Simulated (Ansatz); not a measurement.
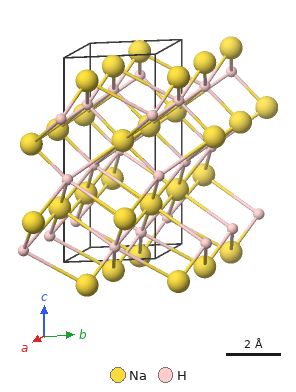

Crystalline NaH (built on the HgS-154 type type), before the relaxation. Style: ball-and-stick. Shown: the cell of the calculation, repeated 3 × 2 × 1 with one cell outlined, slightly off an axis.

Computed with DFT, PBEsol, plane waves, PAW in Ansatz.

Input
```yaml
crystal:
  lattice:
    - [3.49818181, 0.0, 0.0]
    - [-1.7490909, 3.02951431, 0.0]
    - [0.0, 0.0, 7.69444704]
  atoms:
    - { symbol: Na, position: [0.24155, 0.0, 0.66666667] }
    - { symbol: Na, position: [0.75845, 0.75845, 0.0] }
    - { symbol: Na, position: [0.0, 0.24155, 0.33333333] }
    - { symbol: H, position: [0.543488, 0.0, 0.16666667] }
    - { symbol: H, position: [0.456512, 0.456512, 0.5] }
    - { symbol: H, position: [0.0, 0.543488, 0.83333333] }
kpoints:
  mp_grid: { grid: [9, 9, 4] }
hamiltonian:
  xc: pbesol
scf:
  occupations: { method: fermi_dirac, width: 0.03 }
relax:
  f_tol: 0.01
  cell: {}
  max_steps: 120
```

Run as
```bash
ansatz run input.yaml --threads 2 --pin off --max-ram 29491MiB --backend cpu --events-out ev --progress --plain --runs-dir out
```

Where does the relaxation end?

Answer. After 6 accepted moves (8 points after the start) the energy has fallen by 224 meV per atom. Largest force component: 1.2 eV/Å at the start, 0.00015 eV/Å at the end. Pressure: 6.30 GPa at the start and 0.01 GPa at the end. At 2 points the geometry stayed and the basis and grid were re-selected for the new cell (energy shift of 0.2 meV per atom at most each time). The largest moves relative to the cell, 0.71 Å, are those of H4, H5 and H6. H6 goes along −b. By element the largest moves are H 0.71 Å, Na 0.31 Å. The drawn cell changes as follows: a = b 3.498 → 3.388 Å (−3.1 %), c 7.694 → 8.299 Å (+7.9 %); the volume changes by +1.2 %. Near-neighbour distances that change, for instance: Na1–H5 1.887 → 2.396 Å, Na1–Na2 2.953 → 3.388 Å, Na1–H5 (another image) 2.753 → 2.396 Å, Na1–H5 (another image) 2.693 → 2.396 Å. Among the angles between lasting bonds that change: Na2–H4–Na3 103.0° → 90.0°, H4–Na2–H6 177.2° → 180.0°. The space group (tolerance 0.01 Å) goes from P3_221 (No. 154) to Fm-3m (No. 225). Cost: 17 s on 2 threads of AMD EPYC 7R13 Processor (Zen 3) (shared host), peak memory 0.53 GiB.

The structure at the end:

```xyz
6
Lattice="3.3881 0.0000 0.0000 -1.6940 2.9342 0.0000 0.0000 0.0000 8.2986" Properties=species:S:1:pos:R:3 pbc="T T T"
Na    1.1292    0.0000    5.5324
Na    1.1295    1.9563    0.0000
Na   -0.5646    0.9779    2.7662
H     1.1296    0.0000    1.3831
H     1.1293    1.9559    4.1493
H    -0.5648    0.9782    6.9155
```

The end point in the same view:

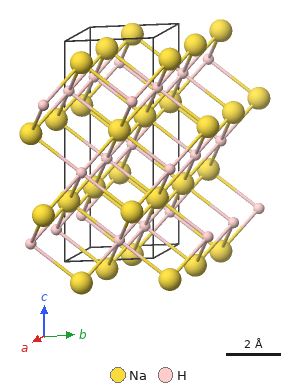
